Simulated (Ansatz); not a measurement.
AlN: several calculations on one system

## 1. Relaxation

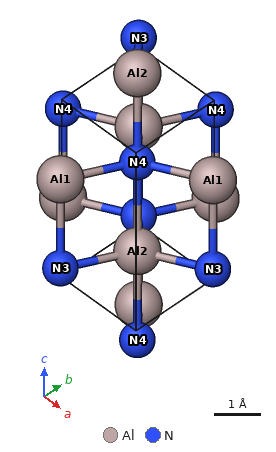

Solid AlN (set up in P6_3/mmc), before the relaxation. The picture is a ball-and-stick view of the cell of the calculation, seen from a free direction.

The calculation used DFT PBE, scalar-relativistic, plane waves, PAW; settings changed in Ansatz.

The input:
```yaml
crystal:
  lattice:
    - [3.3709237865, 0.0, 0.0]
    - [-1.6854618933, 2.9193056333, 0.0]
    - [0.0, 0.0, 4.2902310916]
  atoms:
    - { symbol: Al, position: [0.3333333333, 0.6666666667, 0.75] }
    - { symbol: Al, position: [0.6666666667, 0.3333333333, 0.25] }
    - { symbol: "N", position: [0.3333333333, 0.6666666667, 0.25] }
    - { symbol: "N", position: [0.6666666667, 0.3333333333, 0.75] }
basis:
  ecutwfc: 420
  xc_grid: 1
kpoints:
  mp_grid: { grid: [9, 9, 6] }
hamiltonian:
  xc: pbe
scf:
  occupations: { method: gaussian, width: 0.02 }
  mixing: { preconditioner: kerker }
  lower_state_search: full
output:
  forces: true
  eigenvalues: true
  stress: true
relax:
  adjacent_minimum: "off"
  f_tol: 0.01
  max_steps: 30
  cell: { stress_tol: 0.1, fix: [volume] }
```

Command:
```bash
ansatz run input.yaml --threads 1 --pin off --max-ram 2560MiB --backend cpu --events-out ev --progress --plain --runs-dir out
```

> Where does the relaxation end?

After 2 accepted moves (3 points after the start) the energy has fallen by 1.3 meV per cell of the calculation. All forces vanish by symmetry, so only the cell relaxes. The pressure goes from −10.56 to −10.23 GPa. At 1 point the geometry stayed and the basis and grid were re-selected for the new cell (energy shift of less than 0.05 meV per cell of the calculation at most each time). No atom moves by more than 0.005 Å relative to the cell. The drawn cell changes at constant volume: a = b 3.371 → 3.359 Å (−0.4 %), c 4.290 → 4.321 Å (+0.7 %). Among the contacts that change: Al1–N3 2.145 → 2.161 Å, Al1–N4 1.946 → 1.939 Å. The space group stays P6_3/mmc (No. 194).

History of the run:

| step | E − E(0), meV/atom | pressure, GPa | note |
| --- | --- | --- | --- |
| 0 | 0.00 | -10.56 |  |
| 1 | -0.07 | -10.52 |  |
| 2 | -0.32 | -10.22 |  |
| 3 | -0.33 | -10.23 | same geometry, new basis |

## 2. Relaxation

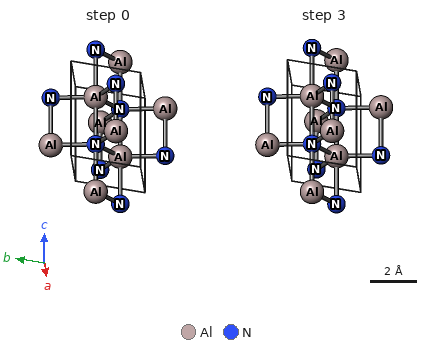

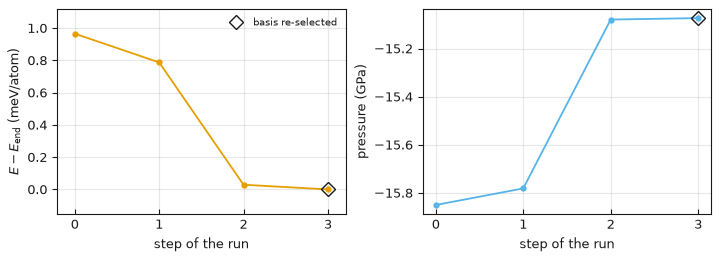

First and last geometry of a relaxation of crystalline AlN (set up in P6_3/mmc), with the history of the run. The picture is a ball-and-stick view of the cell of the calculation, seen from a free direction.

Case: volume × 1.10, shape and atoms relaxed.

Level of theory: DFT PBE, scalar-relativistic, plane waves, PAW in Ansatz 0.2.0. Set-up: plane-wave cutoff 420 eV; k-point mesh 9 × 9 × 6; occupations gaussian; smearing width 0.02 eV; no spin polarisation; cell relaxed at fixed volume; force threshold 0.01 eV/Å; at most 30 steps.

Q: Did the run converge, and what did it change?

A: It converged. The atoms keep their places relative to the cell (all moves are under 0.005 Å). The drawn cell changes at constant volume: a = b 3.401 → 3.376 Å (−0.7 %), c 4.374 → 4.438 Å (+1.4 %). Near-neighbour distances that change, for instance: Al–N 2.187 → 2.219 Å, Al–N 1.963 → 1.949 Å. The space group stays P6_3/mmc (No. 194). The energy falls by 1.0 meV per atom in 2 accepted moves (3 points after the start). All forces vanish by symmetry, so only the cell relaxes. Pressure: −15.85 GPa at the start and −15.07 GPa at the end. At 1 point the geometry stayed and the basis and grid were re-selected for the new cell (energy shift of less than 0.05 meV per atom at most each time).

## 3. A change

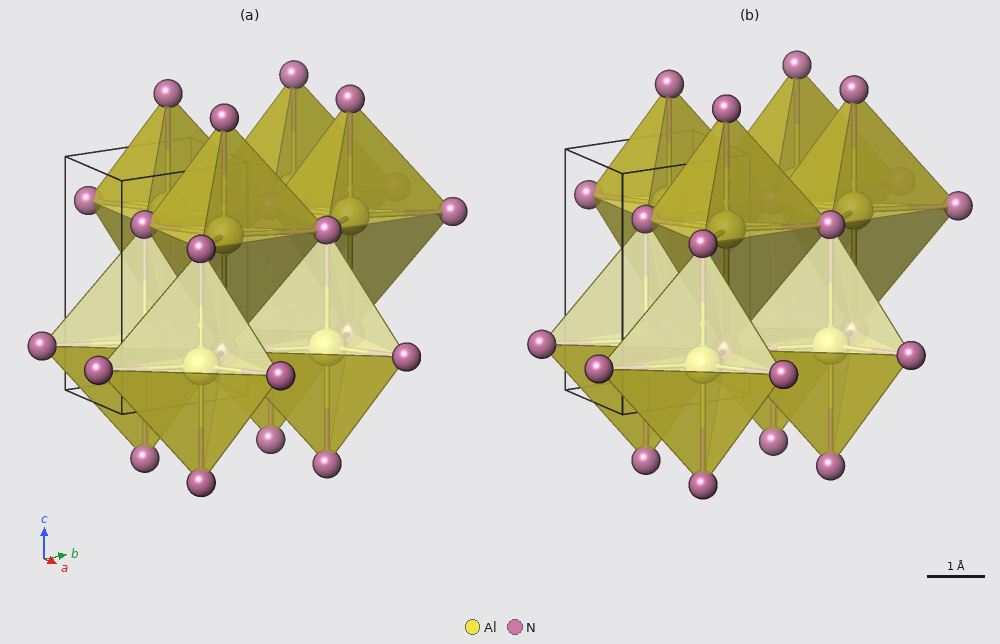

Left: a crystal of AlN (set up in P6_3/mmc). Right: the same structure after one change, at the same scale. The picture is a polyhedral view of the cell of the calculation, repeated 2 × 2 × 1 with one cell outlined, seen slightly off an axis.

These are results of Ansatz 0.2.0, DFT PBE, scalar-relativistic, plane waves, PAW, not measurements. Set-up: plane-wave cutoff 420 eV; k-point mesh 9 × 9 × 6; occupations gaussian; smearing width 0.02 eV; no spin polarisation.

Which change leads from the left to the right?

The volume is changed by +6.0 %. The cell's shape and the atoms are relaxed at that volume.

How do the computed properties respond?

The energy rises by 20.1 meV per atom. Pressure: 0.0 GPa before, −10.2 GPa after. The drawn cell changes as follows: a = b 3.314 → 3.359 Å (+1.3 %), c 4.187 → 4.321 Å (+3.2 %); the volume changes by +6.0 %. The atoms keep their places relative to the cell (all moves are under 0.005 Å). Some distances before and after: Al–N 2.093 → 2.160 Å, Al–N 1.914 → 1.939 Å. The space group stays P6_3/mmc (No. 194).
